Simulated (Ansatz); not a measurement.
System AlO₂ (space group R-3m, No. 166); source of the atomic positions: the geometry relaxed with DFT PBE, scalar-relativistic, plane waves, PAW (Ansatz); the starting structure was generated, so it need not be a known form of this composition.

```xyz
9
Lattice="2.9279 0.0000 0.0000 -1.4639 2.5356 0.0000 0.0000 0.0000 13.8950" Properties=species:S:1:pos:R:3 pbc="T T T"
Al    0.0000    0.0000    0.0000
O     0.0000    1.6904   13.0018
O     0.0000    0.0000   10.1565
Al    1.4639    0.8452    4.6317
O     0.0000    0.0000    3.7385
O     1.4639    0.8452    0.8932
Al    0.0000    1.6904    9.2633
O     1.4639    0.8452    8.3701
O     0.0000    1.6904    5.5249
```

Describe how the polyhedra about Al are linked (bonds: Al–O below 2.2 Å).

Al: AlO6 octahedron, sharing edges with six neighbours.

They form layers of edge-sharing octahedra parallel to (001).

Centre to centre across a shared edge: 2.93 Å.

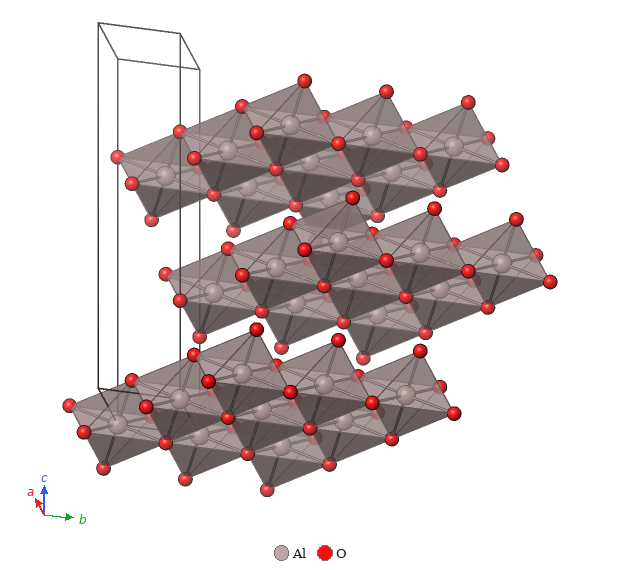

Polyhedra are drawn about Al (bonds: Al–O below 2.2 Å); other atoms are plain spheres.
